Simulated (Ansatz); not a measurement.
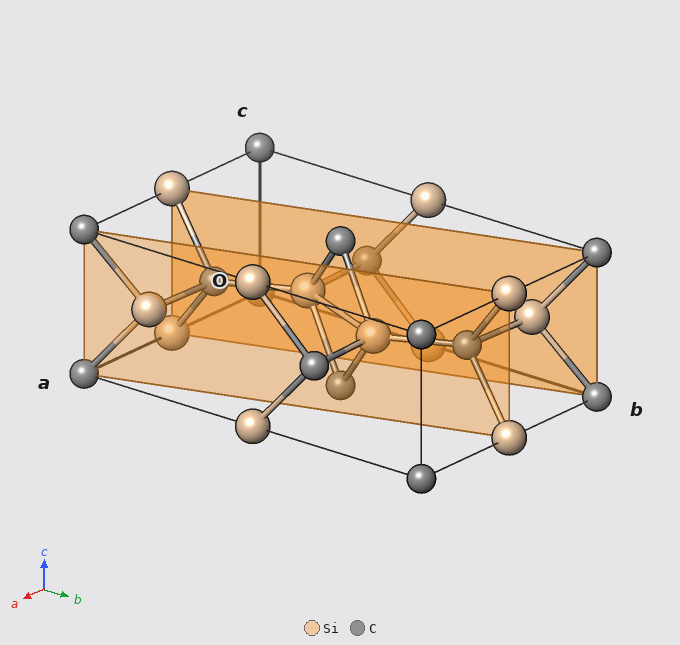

For SiC, coordinates from a relaxation with DFT PBE, scalar-relativistic, plane waves, PAW (Ansatz 0.2.0); the starting structure was generated, so it need not be a known form of this composition: every member of one family of equally spaced planes, hx + ky + lz = a whole number, that cuts the unit cell is shaded (one member passes through the origin O, touching the cell only at an edge or corner). Geometry calculated from the standardised cell; symmetry tolerance 0.002 Å.

a = 5.223 Å, b = 8.192 Å, c = 2.936 Å, α = 90.00°, β = 90.00°, γ = 90.00°.

Question: Which (hkl) family is drawn?

Answer: (2 1 0); the opposite sign names the same planes. The member next to the origin meets the axes a at 1/2, b at 1, c never.

Question: What is the spacing?

Answer: d = 2.488 Å.

Question: Which atoms of the cell lie in these planes (within 0.03 Å)?

Answer: 1 of the 6 Si, 1 of the 6 C.

Question: The space group is Pbam, No. 55. How many reflections hkl are equivalent to this one (itself included), and does it occur?

Answer: 4 reflections are equivalent in the Laue class mmm. The space group allows the reflection.
